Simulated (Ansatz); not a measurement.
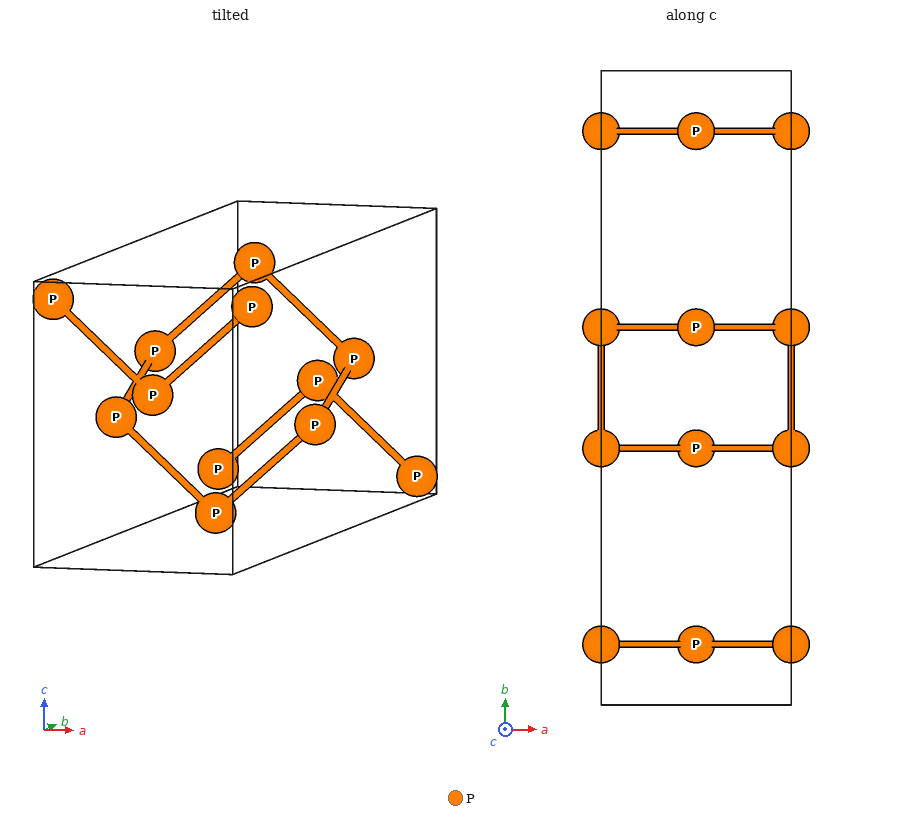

Structure drawing (ball-and-stick), viewed slightly off an axis and along the c axis. The parallelepiped is the conventional unit cell.

Describe the crystal.

The element is phosphorus. The symmetry is that of Cmce (No. 64), on a base-centred orthorhombic lattice. The cell holds eight atoms. The coordination shell of P holds three P in a trigonal pyramidal arrangement. The bonds build P layers parallel to (010).

It goes back to a structure type known for this element. It was relaxed at fixed volume with Ansatz, DFT r2SCAN, scalar-relativistic, plane waves, PAW.
